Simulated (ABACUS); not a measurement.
# Run report: Ni, geometry relaxation (part 1 of 4)

The run: geometry relaxation of Ni (1 atom in the cell). Method and program: Kohn-Sham DFT of a periodic cell, revPBE, SG15 ONCV 1.2 PBE, spin-polarised (ABACUS 3.10.1).

The structure derives from a Materials Project entry.

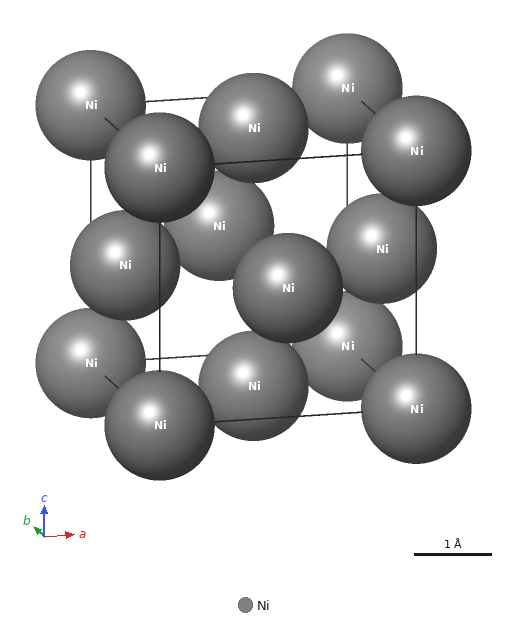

Figure 1. The input geometry (spheres-only view of the cell 4 times as large as that of the calculation, set on its symmetry axes, seen slightly off an axis).

### Input
```
INPUT_PARAMETERS
suffix              Ni
calculation         cell-relax
basis_type          pw
pseudo_dir          ./
latname             fcc
symmetry            1
dft_functional      revpbe
ecutwfc             98
pseudo_rcut         7
nspin               2
nbands              14
ks_solver           dav
smearing_method     fd
smearing_sigma      0.00367493
scf_thr             1e-08
scf_nmax            100
mixing_type         broyden
mixing_beta         0.4
cal_force           1
cal_stress          1
relax_nmax          60
force_thr_ev        0.005
relax_method        cg
out_stru            1
stress_thr          0.5
kpar                4
```

### File STRU
```
ATOMIC_SPECIES
Ni 58.6934 Ni_ONCV_PBE-1.2.upf

LATTICE_CONSTANT
6.5670739299

ATOMIC_POSITIONS
Direct

Ni
0.0
1
0.0000000000 0.0000000000 0.0000000000 1 1 1 mag 1
```

### File KPT
```
K_POINTS
0
Gamma
10 10 10 0 0 0
```

Hardware: 4 threads of Intel Xeon (Sapphire Rapids), 64 GiB of memory available, shared host.

Launch command:
```bash
OMP_NUM_THREADS=1 mpirun -np 4 abacus > log
```

### The program's output
```
ABACUS v3.10.1

               Atomic-orbital Based Ab-initio Computation at UStc

 ------------------------------------------------------------------------------------

 READING GENERAL INFORMATION
                           global_out_dir = OUT.Ni/
                           global_in_card = INPUT
                               pseudo_dir = ./
                              orbital_dir =
                                    DSIZE = 4
                                    GSIZE = 1

 READING UNITCELL INFORMATION
                                    ntype = 1
                  lattice constant (Bohr) = 6.56707
              lattice constant (Angstrom) = 3.47514

 READING ATOM TYPE 1
                               atom label = Ni
                      L=0, number of zeta = 1
                      L=1, number of zeta = 1
                      L=2, number of zeta = 1
             number of atom for this type = 1
               magnetization of element 1 = 1

                        TOTAL ATOM NUMBER = 1
DIRECT COORDINATES
    atom                   x                   y                   z     mag                  vx                  vy                  vz
taud_Ni1            0.0000000000        0.0000000000        0.0000000000  1.0000        0.0000000000        0.0000000000        0.0000000000

                          Volume (Bohr^3) = 70.8037
                             Volume (A^3) = 10.492

 Lattice vectors: (Cartesian coordinate: in unit of a_0)
                 -0.5                  +0                +0.5
                   +0                +0.5                +0.5
                 -0.5                +0.5                  +0
 Reciprocal vectors: (Cartesian coordinate: in unit of 2 pi/a_0)
                   -1                  -1                  +1
                   +1                  +1                  +1
                   -1                  +1                  -1
 The esolver type has been set to : ksdft_pw

                PAO radial cut off (Bohr) = 7

 Read in pseudopotential file is Ni_ONCV_PBE-1.2.upf
                     pseudopotential type = NC
          exchange-correlation functional = PBE
                 nonlocal core correction = 0
                        valence electrons = 18
                                     lmax = 2
                           number of zeta = 0
                     number of projectors = 6
                           L of projector = 0
                           L of projector = 0
                           L of projector = 1
                           L of projector = 1
                           L of projector = 2
                           L of projector = 2
 XC functional updated to : revpbe
          exchange-correlation functional = REVPBE
     initial pseudo atomic orbital number = 0
 The readin total magnetization is 1

 SETUP THE ELECTRONS NUMBER
            electron number of element Ni = 18
      total electron number of element Ni = 18
            AUTOSET number of electrons:  = 18
                           occupied bands = 9
                                   NBANDS = 14
                                   NLOCAL = 9

%%%%%%%%%%%%%%%%%%%%%%%%%%%%%%%%%%%%%%%%%%%%%%%%%%%%%%%%%%%%%%%%%%%%%%%%%%%%%%%%%%%%%%%%%%%%%%%%%%%%%%%%%%
 Warning: the number of valence electrons in pseudopotential > 10 for Ni: [Ar] 3d8 4s2
 Pseudopotentials with additional electrons can yield (more) accurate outcomes, but may be less efficient.
 If you're confident that your chosen pseudopotential is appropriate, you can safely ignore this warning.
%%%%%%%%%%%%%%%%%%%%%%%%%%%%%%%%%%%%%%%%%%%%%%%%%%%%%%%%%%%%%%%%%%%%%%%%%%%%%%%%%%%%%%%%%%%%%%%%%%%%%%%%%%

 SETUP THE PLANE WAVE BASIS
 energy cutoff for charge/potential (unit:Ry) = 392
            fft grid for charge/potential = [ 30, 30, 30 ]
                        fft grid division = [ 1, 1, 1 ]
        big fft grid for charge/potential = [ 30, 30, 30 ]
                                     nbxx = 27000
                                     nrxx = 27000

 SETUP PLANE WAVES FOR CHARGE/POTENTIAL
                    number of plane waves = 9377
                         number of sticks = 583

 PARALLEL PW FOR CHARGE/POTENTIAL
     PROC   COLUMNS(POT)             PW
        1            583           9377
 --------------- sum -------------------
        1            583           9377
                            number of |g| = 146
                                  max |g| = 428
                                  min |g| = 0

----------- Double Check Mixing Parameters Begin ------------
mixing_type: broyden
mixing_beta: 0.4
mixing_gg0: 1
mixing_gg0_min: 0.1
mixing_beta_mag: 1.6
mixing_gg0_mag: 0
mixing_ndim: 8
----------- Double Check Mixing Parameters End ------------

 LATTICE VECTORS: (CARTESIAN COORDINATE: IN UNIT OF A0)
                 -0.5                  +0                +0.5
                   +0                +0.5                +0.5
                 -0.5                +0.5                  +0
                       right hand lattice = 1
                                   NORM_A = 0.707107
                                   NORM_B = 0.707107
                                   NORM_C = 0.707107
                           ALPHA (DEGREE) = 60
                           BETA  (DEGREE) = 60
                           GAMMA (DEGREE) = 60

 The lattice vectors have been changed (STRU_SIMPLE.cif)

(for optimal symmetric configuration:)
                             BRAVAIS TYPE = 3
                     BRAVAIS LATTICE NAME = 03. Cubic F (face-centered)
                                    ibrav = 3
                                    IBRAV = 3
                                  BRAVAIS = FACE CENTERED CUBIC
                       LATTICE CONSTANT A = 1
Original cell was already a primitive cell.
                        ROTATION MATRICES = 48
              PURE POINT GROUP OPERATIONS = 48
                   SPACE GROUP OPERATIONS = 48
                              POINT GROUP = O_h
               POINT GROUP IN SPACE GROUP = O_h

 SETUP K-POINTS
                                    nspin = 2
                   Input type of k points = Monkhorst-Pack(Gamma)
                                   nkstot = 1000
                       right hand lattice = 1
(for reciprocal lattice: )
                             BRAVAIS TYPE = 2
                     BRAVAIS LATTICE NAME = 02. Cubic I (body-centered)
                                    ibrav = 2
                       right hand lattice = 1
(for k-lattice: )
                             BRAVAIS TYPE = 2
                     BRAVAIS LATTICE NAME = 02. Cubic I (body-centered)
                                    ibrav = 2
                       right hand lattice = 1
                        ROTATION MATRICES = 48
                               nkstot_ibz = 47
K-POINTS REDUCTION ACCORDING TO SYMMETRY
     IBZ    DIRECT_X    DIRECT_Y    DIRECT_Z  WEIGHT  ibz2bz
       1  0.00000000  0.00000000  0.00000000  0.0010       0
       2  0.10000000  0.10000000  0.10000000  0.0080       1
       3  0.20000000  0.20000000  0.20000000  0.0080       2
       4  0.30000000  0.30000000  0.30000000  0.0080       3
       5  0.40000000  0.40000000  0.40000000  0.0080       4
       6  0.50000000  0.50000000  0.50000000  0.0040       5
       7  0.10000000  0.10000000  0.00000000  0.0060      11
       8  0.20000000  0.20000000  0.10000000  0.0240      12
       9  0.30000000  0.30000000  0.20000000  0.0240      13
      10  0.40000000  0.40000000  0.30000000  0.0240      14
      11  0.50000000  0.50000000  0.40000000  0.0240      15
      12  0.50000000  0.40000000  0.40000000  0.0240      16
      13  0.40000000  0.30000000  0.30000000  0.0240      17
      14  0.30000000  0.20000000  0.20000000  0.0240      18
      15  0.10000000  0.10000000  0.20000000  0.0120      19
      16  0.20000000  0.20000000  0.00000000  0.0060      22
      17  0.30000000  0.30000000  0.10000000  0.0240      23
      18  0.40000000  0.40000000  0.20000000  0.0240      24
      19  0.50000000  0.50000000  0.30000000  0.0240      25
      20 -0.40000000  0.40000000  0.40000000  0.0240      26
      21  0.50000000  0.30000000  0.30000000  0.0240      27
      22  0.40000000  0.20000000  0.20000000  0.0120      28
      23  0.30000000  0.30000000  0.00000000  0.0060      33
      24  0.40000000  0.40000000  0.10000000  0.0240      34
      25  0.50000000  0.50000000  0.20000000  0.0240      35
      26 -0.30000000  0.40000000  0.40000000  0.0240      36
      27 -0.40000000  0.30000000  0.30000000  0.0120      37
      28  0.40000000  0.40000000  0.00000000  0.0060      44
      29  0.50000000  0.50000000  0.10000000  0.0240      45
      30 -0.20000000  0.40000000  0.40000000  0.0120      46
[... 17 further k points ...]

                               nkstot now = 47
[... K-POINTS DIRECT COORDINATES: 47 rows ...]

           k-point number in this process = 12
       minimum distributed K point number = 11
[... stars of the k points ...]
                             nks(nspin=2) = 24
                          nkstot(nspin=2) = 94

[... K-POINTS CARTESIAN COORDINATES: 24 rows ...]

[... K-POINTS DIRECT COORDINATES: 24 rows ...]

 SETUP PLANE WAVES FOR WAVE FUNCTIONS
     energy cutoff for wavefunc (unit:Ry) = 98
              fft grid for wave functions = [ 30, 30, 30 ]
                    number of plane waves = 1459
                         number of sticks = 163

 PARALLEL PW FOR WAVE FUNCTIONS
     PROC   COLUMNS(POT)             PW
        1            163           1459
 --------------- sum -------------------
        1            163           1459

 SETUP NONLOCAL PSEUDOPOTENTIALS IN PLANE WAVE BASIS
 Ni non-local projectors:
 projector 1 L=0
 projector 2 L=0
 projector 3 L=1
 projector 4 L=1
 projector 5 L=2
 projector 6 L=2
      TOTAL NUMBER OF NONLOCAL PROJECTORS = 18

 Init Non-Local PseudoPotential table :
 Init Non-Local-Pseudopotential done.

                                     npwx = 1211

 -------------------------------------------
 STEP OF RELAXATION : 1
 -------------------------------------------
                                 init_chg = atomic

 PW ALGORITHM --------------- ION=   1  ELEC=   1--------------------------------
 Notice: Threshold on eigenvalues was too large.
 hsover_error=0.18 > DRHO=0.00662364
 Origin diag ethr = 0.01
 New diag ethr = 3.6798e-05
          total magnetism (Bohr mag/cell) = 0.71382
       absolute magnetism (Bohr mag/cell) = 0.736278
                        nelec for spin up = 9.35691
                      nelec for spin down = 8.64309

 Density error is 0.00624982038621
                          Error Threshold = 3.6797997409e-05
----------------------------------------------------------
     Energy           Rydberg                 eV
----------------------------------------------------------
 E_KohnSham     -308.3721986391      -4195.6190062794
 E_Harris       -308.3222491457      -4194.9394085570
 E_Fermi        1.5392164026         20.9421135300
----------------------------------------------------------

 PW ALGORITHM --------------- ION=   1  ELEC=   2--------------------------------
          total magnetism (Bohr mag/cell) = 0.652150263007
       absolute magnetism (Bohr mag/cell) = 0.746147080371
                        nelec for spin up = 9.3260751315
                      nelec for spin down = 8.6739248685

 Density error is 0.00179150247729
                          Error Threshold = 3.47212243678e-05
----------------------------------------------------------
     Energy           Rydberg                 eV
----------------------------------------------------------
 E_KohnSham     -308.3736607904      -4195.6388998687
 E_Harris       -308.3156850406      -4194.8500993251
 E_Fermi        1.5388821697         20.9375660584
----------------------------------------------------------

 PW ALGORITHM --------------- ION=   1  ELEC=   3--------------------------------
          total magnetism (Bohr mag/cell) = 0.675923713504
       absolute magnetism (Bohr mag/cell) = 0.756834227557
                        nelec for spin up = 9.33796185675
                      nelec for spin down = 8.66203814325

 Density error is 0.000421707990837
                          Error Threshold = 9.9527915405e-06
----------------------------------------------------------
     Energy           Rydberg                 eV
----------------------------------------------------------
 E_KohnSham     -308.3736217482      -4195.6383686725
 E_Harris       -308.3809624225      -4195.7382436698
 E_Fermi        1.5421533147         20.9820722692
----------------------------------------------------------

 PW ALGORITHM --------------- ION=   1  ELEC=   4--------------------------------
          total magnetism (Bohr mag/cell) = 0.685451580803
       absolute magnetism (Bohr mag/cell) = 0.764310919273
                        nelec for spin up = 9.3427257904
                      nelec for spin down = 8.6572742096

 Density error is 5.84410548741e-06
                          Error Threshold = 2.34282217132e-06
----------------------------------------------------------
     Energy           Rydberg                 eV
----------------------------------------------------------
 E_KohnSham     -308.3736614864      -4195.6389093388
 E_Harris       -308.3738078223      -4195.6409003406
 E_Fermi        1.5441266520         21.0089209012
----------------------------------------------------------

 PW ALGORITHM --------------- ION=   1  ELEC=   5--------------------------------
          total magnetism (Bohr mag/cell) = 0.679616079235
       absolute magnetism (Bohr mag/cell) = 0.761544686977
                        nelec for spin up = 9.33980803962
                      nelec for spin down = 8.66019196038

 Density error is 1.35641429293e-06
                          Error Threshold = 3.24672527078e-08
----------------------------------------------------------
     Energy           Rydberg                 eV
----------------------------------------------------------
 E_KohnSham     -308.3736651726      -4195.6389594909
 E_Harris       -308.3625585540      -4195.4878461930
 E_Fermi        1.5436900787         21.0029810168
----------------------------------------------------------

 PW ALGORITHM --------------- ION=   1  ELEC=   6--------------------------------
          total magnetism (Bohr mag/cell) = 0.680490299068
       absolute magnetism (Bohr mag/cell) = 0.761419651634
                        nelec for spin up = 9.34024514953
                      nelec for spin down = 8.65975485047

 Density error is 3.11090368463e-07
                          Error Threshold = 7.53563496072e-09
----------------------------------------------------------
     Energy           Rydberg                 eV
----------------------------------------------------------
 E_KohnSham     -308.3736656259      -4195.6389656591
 E_Harris       -308.3746136678      -4195.6518644302
 E_Fermi        1.5439050998         21.0059065288
----------------------------------------------------------

 PW ALGORITHM --------------- ION=   1  ELEC=   7--------------------------------
          total magnetism (Bohr mag/cell) = 0.680471530104
       absolute magnetism (Bohr mag/cell) = 0.761396270296
                        nelec for spin up = 9.34023576505
                      nelec for spin down = 8.65976423495

 Density error is 6.02081718532e-08
                          Error Threshold = 1.7282798248e-09
----------------------------------------------------------
     Energy           Rydberg                 eV
----------------------------------------------------------
 E_KohnSham     -308.3736657027      -4195.6389667033
 E_Harris       -308.3753412111      -4195.6617631650
 E_Fermi        1.5438823036         21.0055963705
----------------------------------------------------------

 PW ALGORITHM --------------- ION=   1  ELEC=   8--------------------------------
          total magnetism (Bohr mag/cell) = 0.680500805731
       absolute magnetism (Bohr mag/cell) = 0.76144770309
                        nelec for spin up = 9.34025040287
                      nelec for spin down = 8.65974959713

 Density error is 3.75292798624e-09
                          Error Threshold = 3.34489843629e-10
```
